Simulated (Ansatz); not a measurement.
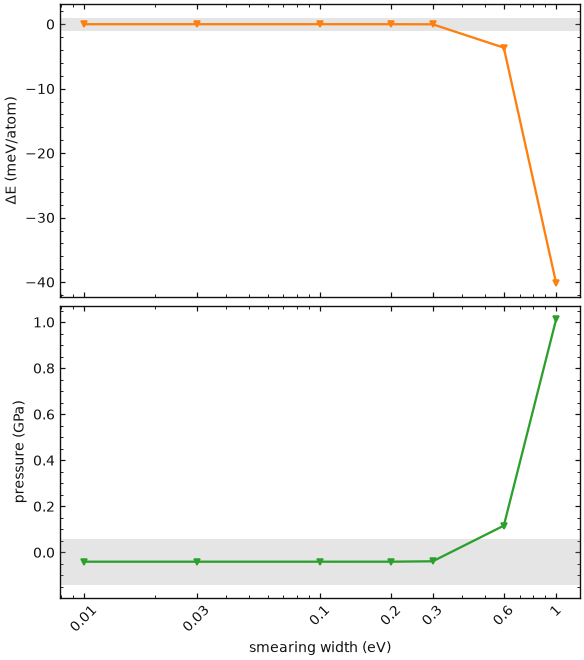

One cell, run at 7 values of the smearing width.
The run: Br (Cmce, 4 atoms in the cell), by DFT, LDA (PW92), plane waves (420 eV) with PAW, scalar-relativistic (Ansatz 0.2.0); 9×9×4 k-mesh, Gaussian smearing.
ΔE is the free energy less its value at the smallest setting, 0.01 eV.
Dashed lines or grey bands mark the tolerance: 1 meV/atom and 0.1 GPa.

Q: What is enough for the free energy to 1 meV/atom?

A: The free energy is within 1 meV/atom of the smallest setting's value from 0.3 eV down. It is off by −40 meV/atom at 1 eV and −3.6 meV/atom at 0.6 eV. The free energy falls with the width because it holds the −TS term of the fractional occupations.

Q: And the pressure, to 0.1 GPa?

A: The pressure is within 0.1 GPa of the smallest setting's value from 0.3 eV down. It is 1.01 GPa at 1 eV, 0.12 GPa at 0.6 eV and −0.04 GPa at 0.01 eV.
